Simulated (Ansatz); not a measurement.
SiO₂

```xyz
24
Lattice="5.2467 0.0000 0.0000 0.0000 9.5535 0.0000 0.0000 0.0000 8.8833" Properties=species:S:1:pos:R:3 pbc="T T T"
Si    0.0000    3.9685    7.5059
Si    2.6233    8.7453    3.0642
Si    0.0000    8.7453    1.3775
Si    2.6233    3.9685    5.8191
Si    0.0000    5.5850    1.3775
Si    2.6233    0.8082    5.8191
Si    0.0000    0.8082    7.5059
Si    2.6233    5.5850    3.0642
O     0.0000    4.7768    0.0000
O     2.6233    0.0000    4.4417
O     0.0000    0.0000    0.0000
O     2.6233    4.7768    4.4417
O     1.3117    0.4125    6.6625
O     3.9350    5.1893    2.2208
O     1.3117    9.1410    2.2208
O     3.9350    4.3642    6.6625
O     1.3117    4.3642    6.6625
O     3.9350    9.1410    2.2208
O     1.3117    5.1893    2.2208
O     3.9350    0.4125    6.6625
O     0.0000    7.1651    1.0599
O     2.6233    2.3884    5.5015
O     0.0000    2.3884    7.8235
O     2.6233    7.1651    3.3818
```

Space group Imma; a structure from a database of computed crystals, not necessarily the ambient phase; computed pressure about 3 GPa in this cell.

Method: Kohn-Sham DFT of a periodic cell, PBE, Ansatz PAW in Ansatz.

### Predict the valence pseudo-density and electron localisation function between the atoms.

Si–O (1.60 Å): ρ at the midpoint is about 1.3 e/Å³; the ELF peaks at about 0.85 between the atoms, as expected for a polar covalent bond.

### Metal or insulator at this level of theory?

It is gapped, with a Kohn–Sham gap of 5.5 eV on the k-point mesh (the band edges may lie off the mesh, which would make the gap smaller).

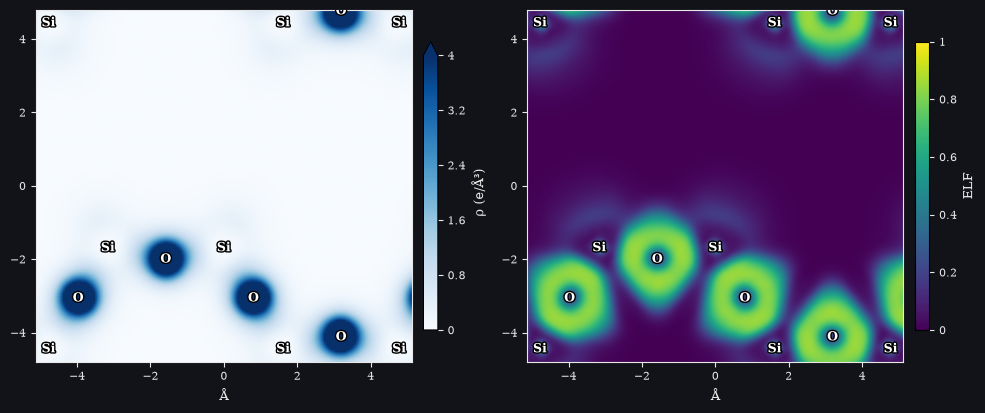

Computed valence pseudo-density and electron localisation function on the (100) plane of the conventional cell, in this order. 
